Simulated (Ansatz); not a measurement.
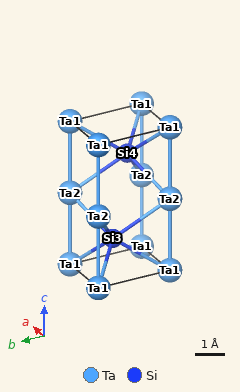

This is the input geometry for a relaxation of solid TaSi (built on the nickel arsenide_194 type) (coarse preliminary run). The picture is a ball-and-stick view of the cell of the calculation, seen from a free direction.

Case: nickel arsenide type (P6_3/mmc, No. 194).

Method: Ansatz, DFT PBE, scalar-relativistic, plane waves, PAW.

Input
```yaml
crystal:
  lattice:
    - [3.6101615783, 0.0, 0.0]
    - [-1.8050807892, 3.1264916386, 0.0]
    - [0.0, 0.0, 5.1573741158]
  atoms:
    - { symbol: Ta, position: [0.0, 0.0, 0.0] }
    - { symbol: Ta, position: [0.0, 0.0, 0.5] }
    - { symbol: Si, position: [0.3333333333, 0.6666666667, 0.25] }
    - { symbol: Si, position: [0.6666666667, 0.3333333333, 0.75] }
basis:
  ecutwfc: 420
kpoints:
  mp_grid: { grid: [6, 6, 4] }
hamiltonian:
  xc: pbe
scf:
  occupations: { method: gaussian, width: 0.1 }
  lower_state_search: "off"
output:
  forces: true
  stress: true
  eigenvalues: true
relax:
  adjacent_minimum: "off"
  f_tol: 0.04
  max_steps: 70
  cell: { stress_tol: 0.4 }
```

Command:
```bash
ansatz run input.yaml --threads 1 --pin off --max-ram 2560MiB --backend cpu --events-out ev --progress --plain --runs-dir out
```

### Predict the outcome.

No atom moves by more than 0.005 Å relative to the cell. Cell: a = b 3.610 → 3.038 Å (−15.8 %), c 5.157 → 8.022 Å (+55.5 %). Volume +10.2 %. Among the contacts that change: Ta1–Ta2 2.579 → 4.011 Å, Ta1–Ta1 3.610 → 3.038 Å, Si3–Si3 3.610 → 3.038 Å, Ta1–Si3 2.451 → 2.664 Å. Bonds break: Ta1–Ta2 (2.58 → 4.01 Å). Among the angles between lasting bonds that change: Ta1–Si3–Ta2 63.5° → 97.7°, Ta1–Si3–Ta1 94.9° → 69.5°, Si3–Ta1–Si4 85.1° → 110.5°. The space group stays P6_3/mmc (No. 194). The energy falls by 912 meV per atom in 16 accepted moves (18 points after the start). All forces vanish by symmetry, so only the cell relaxes. The pressure goes from 59.16 to 0.06 GPa. At 2 points the geometry stayed and the basis and grid were re-selected for the new cell (energy shift of 32.4 meV per atom at most each time). Cost: 18 s on 1 thread of Intel(R) Xeon(R) 6975P-C (Granite Rapids) (shared host), peak memory 0.41 GiB.

The structure at the end:

```xyz
4
Lattice="3.0381 0.0000 0.0000 -1.5190 2.6311 0.0000 0.0000 0.0000 8.0221" Properties=species:S:1:pos:R:3 pbc="T T T"
Ta    0.0000    0.0000    0.0000
Ta    0.0000    0.0000    4.0110
Si    0.0000    1.7540    2.0055
Si    1.5190    0.8770    6.0165
```

The end point in the same view:

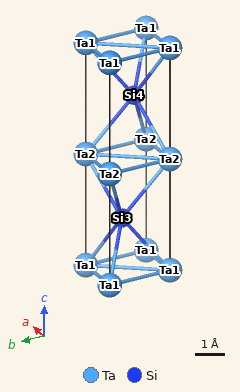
